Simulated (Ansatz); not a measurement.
CdTe: several calculations on one system

### Relaxation

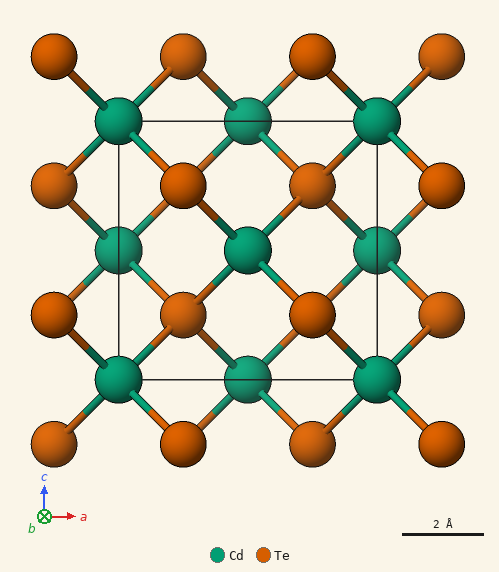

Starting structure of crystalline CdTe (set up in F-43m). Style: ball-and-stick. Shown: the conventional cell (4 times the calculation's cell), along the b axis. Lengths and directions refer to the drawn axes.

The calculation used DFT PBEsol, scalar-relativistic, plane waves, PAW in Ansatz 0.2.0.

Input file:
```yaml
crystal:
  lattice:
    - [0.0, 3.205, 3.205]
    - [3.205, 0.0, 3.205]
    - [3.205, 3.205, 0.0]
  atoms:
    - { symbol: Cd, position: [0.0, 0.0, 0.0] }
    - { symbol: Te, position: [0.75, 0.75, 0.75] }
basis:
  ecutwfc: 420
kpoints:
  mp_grid: { grid: [8, 8, 8] }
hamiltonian:
  xc: pbesol
scf:
  occupations: { method: gaussian, width: 0.02 }
output:
  forces: true
  stress: true
  eigenvalues: true
  write_density: true
  write_potential: true
  elf: true
  volumetric_format: npy
relax:
  adjacent_minimum: "off"
  f_tol: 0.005
  max_steps: 80
  cell: { stress_tol: 0.05 }
```

Launched with:
```bash
ansatz run input.yaml --threads 1 --pin off --max-ram 2560MiB --backend cpu --events-out ev --progress --plain --runs-dir out
```

Question: Predict the outcome.

Answer: Over 3 accepted moves (4 points after the start) the energy falls by 6.2 meV per atom. All forces vanish by symmetry, so only the cell relaxes. The pressure goes from 1.67 to 0.00 GPa. At 1 point the geometry stayed and the basis and grid were re-selected for the new cell (energy shift of 0.2 meV per atom at most each time). The atoms keep their places relative to the cell (all moves are under 0.005 Å). The drawn cell changes as follows: a = b = c 6.410 → 6.489 Å (+1.2 %); the volume changes by +3.8 %. Some distances before and after: Cd1–Te2 2.776 → 2.810 Å. The space group stays F-43m (No. 216). The run took 7.5 s on 1 thread of AMD EPYC 9R45 96-Core Processor (Zen 5), on a shared host, peak memory 0.44 GiB.

The end point in the same view:

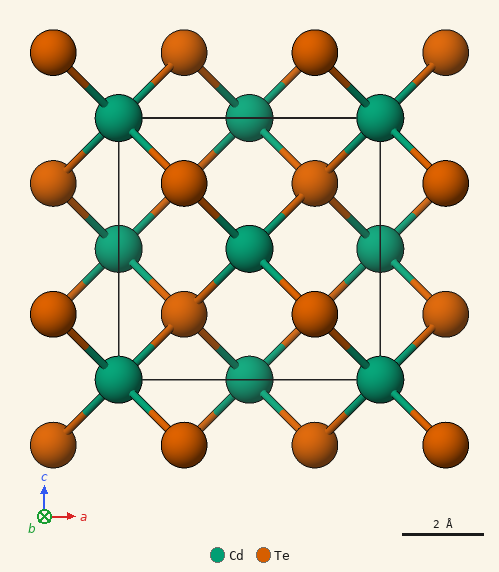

### Relaxation

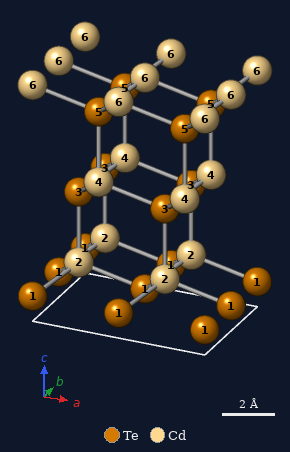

Starting structure of a slab of composition CdTe (cut from the F-43m phase). A ball-and-stick model of the 2 × 2 repeat of the cell, outlined in the plane, without the vacuum, seen slightly off an axis.

Case: (1 1 1) slab, atoms relaxed. The slab is the (1 1 1) face of CdTe.

These are results of DFT PBEsol, scalar-relativistic, plane waves, PAW (Ansatz), not measurements.

Input
```yaml
crystal:
  lattice:
    - [4.588658479, 0.0, 0.0]
    - [-2.2943292395, 3.9738948121, 0.0]
    - [0.0, 0.0, 23.429903908]
  atoms:
    - { symbol: Te, position: [0.0, 0.0, 0.3201037456] }
    - { symbol: Cd, position: [0.3333333333, 0.6666666667, 0.360080691] }
    - { symbol: Te, position: [0.3333333333, 0.6666666667, 0.4800115273] }
    - { symbol: Cd, position: [0.6666666667, 0.3333333333, 0.5199884727] }
    - { symbol: Te, position: [0.6666666667, 0.3333333333, 0.639919309] }
    - { symbol: Cd, position: [0.0, 0.0, 0.6798962544] }
basis:
  ecutwfc: 420
kpoints:
  mp_grid: { grid: [6, 6, 1] }
hamiltonian:
  xc: pbesol
scf:
  occupations: { method: gaussian, width: 0.05 }
output:
  forces: true
  eigenvalues: true
relax:
  adjacent_minimum: "off"
  f_tol: 0.02
  max_steps: 60
efield:
  axis: 3
  dipole_correction: true
  ramp_width: 0.04
```

Command:
```bash
ansatz run input.yaml --threads 1 --pin off --max-ram 2560MiB --backend cpu --events-out ev --progress --plain --runs-dir out
```

Q: Predict the outcome.

A: Over 3 accepted moves (4 points after the start) the energy falls by 0.190 eV per cell of the calculation. The largest force component goes from 0.84 to 0.0084 eV/Å. 1 step only repeated the SCF at the same geometry. The largest move relative to the layer's centre is that of Cd6, 0.25 Å along the normal (−c). By element the largest moves are Cd 0.25 Å, Te 0.17 Å. The cell stays as it was. Among the contacts that change: Cd4–Te5 2.810 → 3.046 Å, Cd2–Te3 2.810 → 3.021 Å, Te5–Cd6 2.810 → 2.699 Å, Te3–Cd4 2.810 → 2.752 Å. Among the angles between lasting bonds that change: Cd4–Te5–Cd6 109.5° → 101.0°, Cd6–Te5–Cd6 109.5° → 116.4°, Te5–Cd6–Te5 109.5° → 116.4°. The run took 27 s on 1 thread of AMD EPYC 9R45 96-Core Processor (Zen 5), on a shared host, peak memory 0.65 GiB.

History of the run:

```csv
step,"E − E(0), meV/atom","largest force component, eV/Å",note
0,0.00,0.8421,
1,-30.65,0.1407,
2,-31.42,0.0980,
3,-31.74,0.0084,
4,-31.74,0.0084,"same geometry, SCF repeated"
```

The end point in the same view:

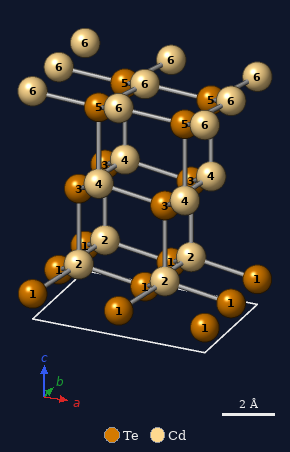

### A change

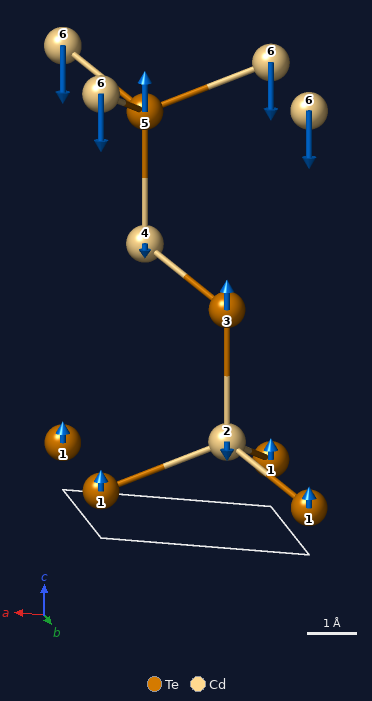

A (1 1 1) slab of CdTe as cut from the relaxed bulk. The blue arrows show how the atoms are displaced, magnified 5 times. Style: ball-and-stick. Shown: the cell of the calculation, outlined in the plane, without the vacuum, from a free direction.

The calculation used DFT PBEsol, scalar-relativistic, plane waves, PAW (Ansatz). Set-up: plane-wave cutoff 420 eV; occupations gaussian; no spin polarisation. The k-mesh is chosen for each cell (8×8×8, 6×6×1). Smearing widths differ between the runs.

> What was done to the structure, and with what result?

The atoms of the slab are relaxed at the bulk's in-plane cell. The surface energy (mean of the two faces) falls from 0.66 to 0.58 J/m². The top spacing, between the Cd and Te planes, goes from 0.94 to 0.51 Å (−45.0 %), the bottom one (Te to Cd) from 0.94 to 0.76 Å (−18.5 %). The work function of the top face goes from 2.77 to 2.54 eV. The cell stays as it was. The largest move relative to the layer's centre is that of Cd6, 0.25 Å along the normal (−c). Largest moves by element: Cd 0.25 Å, Te 0.17 Å. Among the bonded contacts that change: Cd–Te 2.810 → 2.699 to 3.046 Å.
